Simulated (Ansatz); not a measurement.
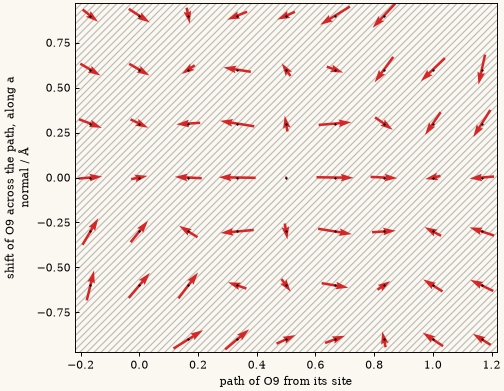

SnO₂ (R-3m phase) with one O vacancy (11 atoms in the cell, cell charge +2). An atom moved over a plane that holds its own site and a neighbouring vacancy (x along [1 0 0], y along [1 2 0], z along [0 0 1] of the conventional cell). The first coordinate is: path of O9 from its site (0) to the vacancy (1), 2.724 Å; the second: shift of O9 across the path, along a normal. Nothing is relaxed (all other atoms held at the sites of the perfect crystal). The scan uses a 9 × 7 grid; 30 points were computed and 29 follow by symmetry. At 4 points there is no value (left out of the scan, as a rule where atoms come close). Points are written as (first, second). The band gap closes in part of the range. The cell is charged on a uniform background, without a charge correction. Computed with Ansatz 0.2.0, DFT PBE+D3(BJ), scalar-relativistic, plane waves, PAW. Settings: cutoff 420 eV, k-mesh 6×6×6, gaussian smearing 0.05 eV, no spin polarisation.

The picture shows dots at the grid points, arrows along the force (downhill), their lengths compressed, hatched blanks where no value was computed.

Question: The arrows alone are given. Where are the wells?

Answer: The arrows converge at about (0.059, 0.0 Å); about (0.94, −0.1 Å) (read from the interpolated surface).

The energy map of the same scan:

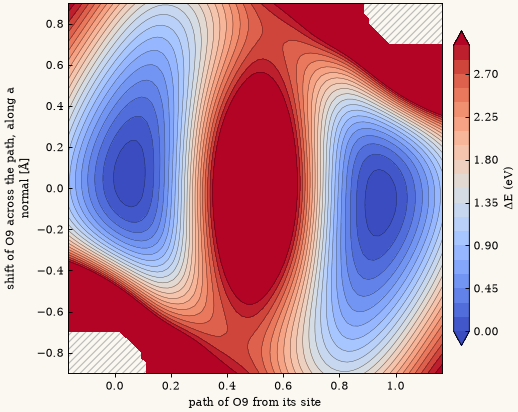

Energies are in eV, from the lowest grid point; between grid points the surface is interpolated.
